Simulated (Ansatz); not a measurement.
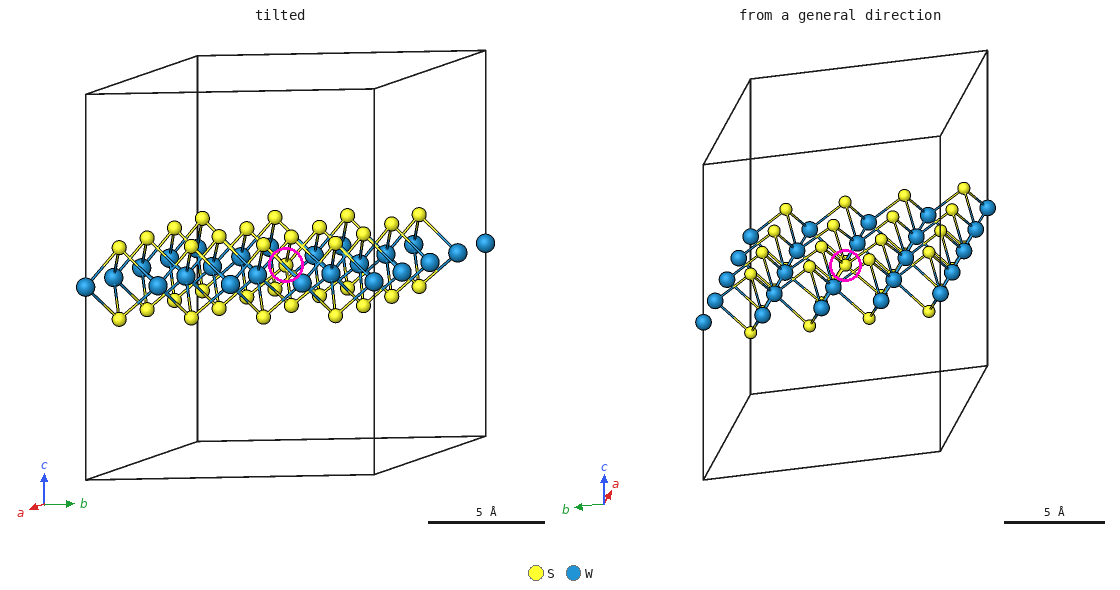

Shown here is a ball-and-stick view of the crystal, taken slightly off an axis and from a general direction. The frame is the supercell; atoms at its boundary are shown with their periodic copies. The host is WS2, in a cell of 48 sites, and the cell carries a charge of -1. A ring marks the defect's site.

Q: Where does the cell differ from the host, and how?

A: Sulfur on a tungsten site (an antisite). It is bonded to six S in a trigonal prismatic arrangement at about 2.4 Å. Not all metal-metal contacts are counted.

Origin of the cell: a structure listed in the Materials Project, repeated into a supercell with a point defect put in. Earlier steps of the study may have refined or changed the cell and positions. It was set up as input for a calculation with Ansatz.
